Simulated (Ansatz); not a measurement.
## Band-structure calculation, with input and output: AlGa₃N₄ (part 1 of 2)

- system: AlGa₃N₄ (8 atoms in the cell)
- method: DFT, HSE06, plane waves, PAW, no spin polarisation (Ansatz 0.2.0)

The structure was built on a prototype by a generator; it need not be a known phase. The geometry comes from this level: r2SCAN.

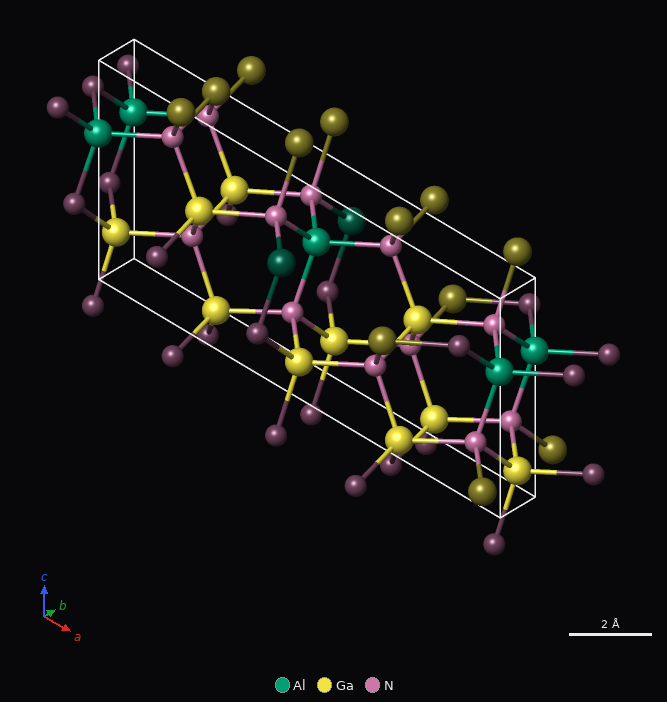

Figure 1. The structure (ball-and-stick view of the cell 2 times as large as that of the calculation, set on its symmetry axes, seen slightly off an axis; neighbours outside the cell are drawn fainter). An atom can appear more than once, as a periodic image. Near neighbours in the periodic cell (some may lie outside the picture): Al has 4 N at 1.89 to 1.90 Å; Ga has 4 N at 1.93 to 1.96 Å; N has 1 Al at 1.89 to 1.90 Å and 3 Ga at 1.94 to 1.95 Å; N has 4 Ga at 1.93 to 1.94 Å; N has 2 Al at 1.90 Å and 2 Ga at 1.96 Å.

## Input
```yaml
crystal:
  lattice:
    - [5.8232026347, -1.5818272581, -0.0113167255]
    - [5.8232026347, 1.5818272581, -0.0113167255]
    - [-2.5658801536, 0.0, 4.8386792226]
  atoms:
    - { symbol: Al, position: [1.0011642285, 1.0011642285, 0.3344694744] }
    - { symbol: Ga, position: [0.251405713, 0.251405713, 0.9190230502] }
    - { symbol: "N", position: [0.8161678647, 0.8161678647, 0.1502025291] }
    - { symbol: "N", position: [0.0614091034, 0.0614091034, 0.7216263032] }
    - { symbol: Ga, position: [0.5005890611, 0.5005890611, 0.833554302] }
    - { symbol: Ga, position: [0.7493173549, 0.7493173549, 0.4152968489] }
    - { symbol: "N", position: [0.3114026622, 0.3114026622, 0.6441608885] }
    - { symbol: "N", position: [0.5585440121, 0.5585440121, 0.2316666037] }
kpoints:
  mp_grid: { grid: [6, 6, 4] }
  band_path:
    path:
      - [0.0, 0.0, 0.0]
      - [-0.2736835964, 0.2736835964, 0.0]
      - [0.2736835964, 0.7263164036, 0.0]
      - [0.5, 0.5, 0.0]
      - [0.5, 0.5, -0.5]
      - [0.2500029698, 0.7499970302, -0.5]
      - [-0.2500029698, 0.2500029698, -0.5]
      - [0.0, 0.0, -0.5]
      - [0.0, 0.5, -0.5]
    npoints: 1
hamiltonian:
  xc: hse06
scf:
  occupations: { method: fixed }
  n_extra_bands: 6
output:
  forces: true
  stress: true
  eigenvalues: true
  write_density: true
  write_potential: true
  elf: true
  volumetric_format: npy
```

Run on 4 threads of Arm Neoverse V2, 24 GiB of memory available, shared host.

Run as:
```bash
ansatz run input.yaml --threads 4 --pin off --max-ram 6451MiB --backend cpu --events-out ev --progress --plain --runs-dir out
```

## The program's output
```
Warning: output.stress: scf.convergence.dr2_threshold = 1e-7 eV (the SCF's general default) is looser than the 8e-10 eV advised for a printed stress (1e-10 eV for each atom of the cell: 8). What an SCF threshold leaves in a stress goes as its square root, and in the free energy as the threshold itself, and one threshold admits the most on a small cell: of the crystals measured, under no hybrid functional and no lock of the moments, on runs that ended without the residual-converged pass, on stresses that held no estimate of that error, the worst erred by over 100 MPa in a component at 1e-7 eV an atom and by under 5 at 1e-10. Set scf.convergence.dr2_threshold to 8e-10 eV or tighter. The threshold is an SCF's pass mark: one that does not reach it within its budget of iterations ends unconverged, or closes short of it on a stop that the run arms, and scf.convergence.dr2_threshold's page says what that costs each kind of run
Warning: output.stress: scf.exx.energy_threshold = 1e-6 eV is looser than the 8e-8 eV advised for a stress under a hybrid functional (1e-8 eV for each atom of the cell: 8). Every SCF of the exchange loop can meet its threshold on dr2 while the loop round them stops early: no threshold on dr2 bounds what that leaves in the stress. Set scf.exx.energy_threshold to 8e-8 eV or tighter. The threshold is the loop's pass mark: a loop that does not reach it within its budget of cycles ends unconverged, and scf.exx.energy_threshold's page has the law
scf.n_extra_bands = 6 over 31 filled bands (N_el = 62.0): the run solves 37 bands
Engine: ansatz 0.2.0, aarch64-unknown-linux-gnu
Pseudopotentials: kind: paw
Pseudopotential: Al, paw, valence charge 3, recommended cutoff 420 eV (normal), Al.paw.azcp
Pseudopotential: Ga, paw, valence charge 13, recommended cutoff 420 eV (normal), Ga.paw.azcp
Pseudopotential: N, paw, valence charge 5, recommended cutoff 420 eV (normal), N.paw.azcp
Functional definition: HSE06
  parameter a = 0.25
  parameter omega = 0.11/bohr
  exchange = pbe_x - a*pbe_x_sr(omega) + a*exact_x_sr(omega)
  correlation = pbe_c
davidson cushion auto → on  (no smearing: the cushion is to keep the highest requested band from converging to the state above it; pin scf.eigensolver.cushion to override)
Crystal: 8 atoms, lattice volume = 89.049 Å³
Basis set: ecut = 420 eV, 1741 PW (Γ), exchange–correlation on 90×90×80 points (8 copies of the dense FFT grid, shifted against one another)
Bands: 37, of which v1, the nominal top of the filled ones, is band 31 counted from 1 (30 counted from 0)
Symmetry: 2 space group operations
Space group: Cm (ITA 8), of the structure as read, at distance tolerance 4.5e-5 Å
k-points: 47 of 144 (time reversal used)
Non-local potential: Al, projectors of the file, l = 0: 2, l = 1: 2, l = 2: 1
Non-local potential: Ga, projectors of the file, l = 0: 2, l = 1: 2, l = 2: 3, l = 3: 1
Non-local potential: N, projectors of the file, l = 0: 2, l = 1: 2, l = 2: 1
PAW form: soft (Blöchl's): semilocal exchange-correlation on the pseudo side does not see the compensation charge
PAW frozen core: Al, regenerated for the run's functional, and the local potential with it (the file was generated under x = pbe(κ = 0.804, μ = 0.2195149727645171), c = pbe(β = 0.06672455060314922))
PAW frozen core: Ga, regenerated for the run's functional, and the local potential with it (the file was generated under x = pbe(κ = 0.804, μ = 0.2195149727645171), c = pbe(β = 0.06672455060314922))
PAW frozen core: N, regenerated for the run's functional, and the local potential with it (the file was generated under x = pbe(κ = 0.804, μ = 0.2195149727645171), c = pbe(β = 0.06672455060314922))
PAW one-centre angular grid: Al, 110 points (default); XC on 64 Gauss nodes
PAW one-centre angular grid: Ga, 590 points (default); XC on 64 Gauss nodes
PAW one-centre angular grid: N, 110 points (default); XC on 64 Gauss nodes
Initial density: superposition of atomic densities (neutral atoms: chi_scale 0, normalization atom), corrected by the library's trained network
Initial wavefunctions: pseudopotential atomic-orbital guess
Functional: x = pbe(κ = 0.804, μ = 0.2195149727645171), c = pbe(β = 0.06672455060314922), warm-up for x = pbe(κ = 0.804, μ = 0.2195149727645171) + 0.25 (exact − pbe) at short range (hse, ω = 0.20786987370883472 Å⁻¹), c = pbe(β = 0.06672455060314922); HSE06 as pw.x's `hse` composes it (authors' and Libxc's form: `xc: wpbeh`)
SCF iter   1: F=—  HF=-13427.923115 eV  |F-HF|=—  |Δ(HF+E_count)|=         —  Δρ=1.43e-3  dr2=3.38e-3  ethr=1.77e-3  ⟨swp⟩=7.6  Hψ=8414  notcnv=0
preconditioner: auto → none  [insulator: Δε(μ)=2.438 eV  Ē_g=15.657 eV  n_scr=22 (ndim 8)  ℏωp=31.0 eV  f_vac=0.000]
SCF iter   2: F=—  HF=-13427.924424 eV  |F-HF|=—  |Δ(HF+E_count)|=   1.31e-3  Δρ=1.42e-3  dr2=1.72e-3  ethr=5.46e-6  ⟨swp⟩=5.1  Hψ=6697  notcnv=0
iter 3 solved again at ethr=1.81e-7 eV; its pass at ethr=2.77e-6 eV (dr2=1.12e-4 eV) is discarded
SCF iter   3: F=-13427.924219 eV  HF=-13427.924141 eV  |F-HF|=7.82e-5  |Δ(HF+E_count)|=   2.83e-4  Δρ=4.43e-4  dr2=1.12e-4  ethr=1.81e-7  ⟨swp⟩=2.6  Hψ=8300  notcnv=0
SCF 1 stopped early in 3 iterations: F = -13427.924219 eV  dr2 = 1.12e-4
  greatest PAW one-centre occupation: 0.995 electrons in one spin orbital (limit 2), on the Ga atom at site 4 (counted from 0), in its partial waves of l = 2
Initial density: handed on by an earlier stage of this run
Initial wavefunctions: those handed on with the density
Functional: x = pbe(κ = 0.804, μ = 0.2195149727645171) + 0.25 (exact − pbe) at short range (hse, ω = 0.20786987370883472 Å⁻¹), c = pbe(β = 0.06672455060314922); HSE06 as pw.x's `hse` composes it (authors' and Libxc's form: `xc: wpbeh`)
Exchange kernel: α = 0.2500, screened, ω = 0.2079 Å⁻¹, Wigner–Seitz truncation, v(0) = 1045.8300 eV·Å³, q-mesh 6×6×4, nearest image of the exchange supercell L = 18.98 Å, pair-density grid 25×25×24, without the augmentation charges, whose exchange is taken in its separable form by FFT convolution over the k-point mesh (sized by the pseudopotential files, 24×36×36 at the most), smooth part of the exact exchange by density-matrix convolution
Frozen-core exchange: fock
SCF iter   1: F=—  HF=-13429.925598 eV  |F-HF|=—  |Δ(HF+E_count)|=         —  Δρ=1.56e-2  dr2=8.64e-2  ethr=1.80e-6  ⟨swp⟩=8.2  Hψ=9840  notcnv=0
preconditioner: auto → none  [insulator: Δε(μ)=3.682 eV  Ē_g=18.562 eV  n_scr=22 (ndim 8)  ℏωp=31.0 eV  f_vac=0.000]
SCF iter   2: F=—  HF=-13429.883028 eV  |F-HF|=—  |Δ(HF+E_count)|=   4.26e-2  Δρ=3.95e-3  dr2=9.72e-3  ethr=1.80e-6  ⟨swp⟩=4.4  Hψ=7357  notcnv=0
SCF iter   3: F=—  HF=-13429.909953 eV  |F-HF|=—  |Δ(HF+E_count)|=   2.69e-2  Δρ=3.90e-3  dr2=5.17e-3  ethr=1.80e-6  ⟨swp⟩=4.3  Hψ=7344  notcnv=0
SCF iter   4: F=—  HF=-13429.909022 eV  |F-HF|=—  |Δ(HF+E_count)|=   9.31e-4  Δρ=1.33e-3  dr2=7.93e-4  ethr=1.80e-6  ⟨swp⟩=3.0  Hψ=5072  notcnv=0
SCF iter   5: F=—  HF=-13429.909004 eV  |F-HF|=—  |Δ(HF+E_count)|=   1.79e-5  Δρ=3.45e-4  dr2=1.35e-4  ethr=8.55e-7  ⟨swp⟩=3.0  Hψ=4545  notcnv=0
SCF iter   6: F=—  HF=-13429.909512 eV  |F-HF|=—  |Δ(HF+E_count)|=   5.08e-4  Δρ=2.60e-4  dr2=2.70e-5  ethr=1.52e-7  ⟨swp⟩=4.7  Hψ=6337  notcnv=0
SCF iter   7: F=-13429.909495 eV  HF=-13429.909495 eV  |F-HF|=1.87e-7  |Δ(HF+E_count)|=   1.71e-5  Δρ=3.30e-5  dr2=1.56e-6  ethr=4.19e-8  ⟨swp⟩=4.0  Hψ=5305  notcnv=0
SCF 2 stopped early in 7 iterations: F = -13429.909495 eV  dr2 = 1.56e-6
  Residual-converged pass: ⟨swp⟩=3.9  Hψ=4894  notcnv=0  max |occ|·‖R‖ = 6.7e-6 eV (tolerance 6.7e-6 eV)  dr2=1.58e-6  dr2_onsite=1.47e-7  max |Δocc| = 0.0e0
  greatest PAW one-centre occupation: 0.996 electrons in one spin orbital (limit 2), on the Ga atom at site 4 (counted from 0), in its partial waves of l = 2
hybrid outer 1: dexx = +3.103e-2 eV, tail = 9.16e-5 eV
Exchange kernel: α = 0.2500, screened, ω = 0.2079 Å⁻¹, Wigner–Seitz truncation, v(0) = 1045.8300 eV·Å³, q-mesh 6×6×4, nearest image of the exchange supercell L = 18.98 Å, pair-density grid 25×25×24, without the augmentation charges, whose exchange is taken in its separable form by FFT convolution over the k-point mesh (sized by the pseudopotential files, 24×36×36 at the most), smooth part of the exact exchange by density-matrix convolution
Frozen-core exchange: fock
SCF iter   1: F=—  HF=-13429.908527 eV  |F-HF|=—  |Δ(HF+E_count)|=         —  Δρ=9.01e-5  dr2=7.97e-6  ethr=7.39e-7  ⟨swp⟩=3.5  Hψ=4227  notcnv=0
preconditioner: auto → none  [insulator: Δε(μ)=3.729 eV  Ē_g=18.417 eV  n_scr=22 (ndim 8)  ℏωp=31.0 eV  f_vac=0.001]
SCF iter   2: F=—  HF=-13429.908527 eV  |F-HF|=—  |Δ(HF+E_count)|=   3.81e-8  Δρ=1.63e-5  dr2=3.67e-7  ethr=1.22e-8  ⟨swp⟩=4.2  Hψ=6221  notcnv=0
SCF iter   3: F=—  HF=-13429.908529 eV  |F-HF|=—  |Δ(HF+E_count)|=   2.02e-6  Δρ=1.66e-5  dr2=2.21e-7  ethr=2.22e-10  ⟨swp⟩=5.6  Hψ=6368  notcnv=0  defer=12
SCF iter   4: F=—  HF=-13429.908529 eV  |F-HF|=—  |Δ(HF+E_count)|=   5.44e-8  Δρ=2.69e-6  dr2=8.17e-9  ethr=2.22e-10  ⟨swp⟩=3.0  Hψ=4911  notcnv=0
SCF iter   5: F=-13429.908529 eV  HF=-13429.908529 eV  |F-HF|=2.67e-9  |Δ(HF+E_count)|=   2.94e-8  Δρ=1.62e-6  dr2=2.40e-9  ethr=8.05e-12  ⟨swp⟩=6.0  Hψ=6043  notcnv=0  defer=43
SCF 3 converged in 5 iterations: F = -13429.908529 eV  dr2 = 2.40e-9
  Residual-converged pass: ⟨swp⟩=3.0  Hψ=3829  notcnv=0  max |occ|·‖R‖ = 8.8e-7 eV (tolerance 8.9e-7 eV)  dr2=2.40e-9  dr2_onsite=1.49e-9  max |Δocc| = 0.0e0
```

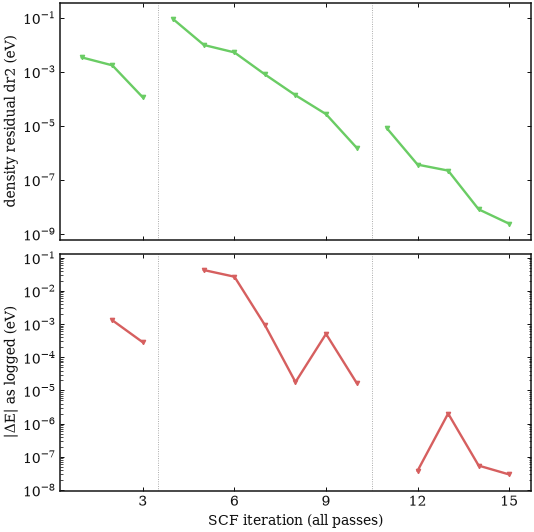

Figure 2. Convergence of the self-consistent field: density residual dr2 and size of the energy change against the SCF iteration. The run starts with a semilocal functional; after that each stretch between dotted lines is one SCF of the hybrid functional between two exact rebuilds of the exchange operator by the outer loop. Early passes are stopped at a loose threshold. The passes take 3, 7 and 5 iterations.

```
hybrid outer 2: dexx = +1.964e-6 eV, tail = 4.81e-8 eV, Δε = 2.94e-3 eV (about 7.48e-5 eV left of the loop's levels), ΔF = 2.83e-3 eV/Å (tail 5.83e-4)
NSCF: frozen V_eff on 9 k-points
hybrid SCF converged: 2 outer / 12 inner (+3 warm-up), last move |dexx| = 1.96e-6 eV, tail = 4.81e-8 eV
Stability not checked: this state was not tested for a lower state beside it, because the functional holds exact exchange (a hybrid, or Hartree-Fock), whose exchange loop this test does not read (fock_operator; see scf.lower_state_search)
Free energy (F): -13429.908529 eV
Frozen-core exchange: fock
Harris-Foulkes:  -13429.908529 eV  (|F-HF|=2.67e-9)
Internal energy: -13429.908529 eV  (E = F + TS)
E sigma→0 (E₀):  -13429.908529 eV
Fermi energy:    8.307309 eV
--- Per-component energies (eV) ---
  E_band       = -143.702254
  E_kinetic    = 900.825770
  E_local      = -6608.248346  (includes V_loc(G=0)·N_el)
  E_nonlocal   = 1478.841391
  E_hartree    = 3043.143658
  E_xc         = -393.506035
  E_vxc        = -408.664934  (∫ρ·V_xc dr)
  E_exx        = -204.032064  (= α·E_x^exact, valence–valence)
  E_paw        = -6854.286502  (= ΣΔE_a)
  E_vpaw       = -1184.676854  (= ΣTr[D̂ρ^β])
  E_aug_tail   = 0.000174  (compensation charges beyond the density's cutoff)
  E_ewald      = -4792.849877
  E_core_change = 0.203303  (= ΣΔE_core)
  E_smearing   = -0.000000  (= −TS)
  E_closure    = -0.000001  (closes the sum)
  Σ components = -13429.908529   (vs F -13429.908529, Δ=1.82e-12)
```
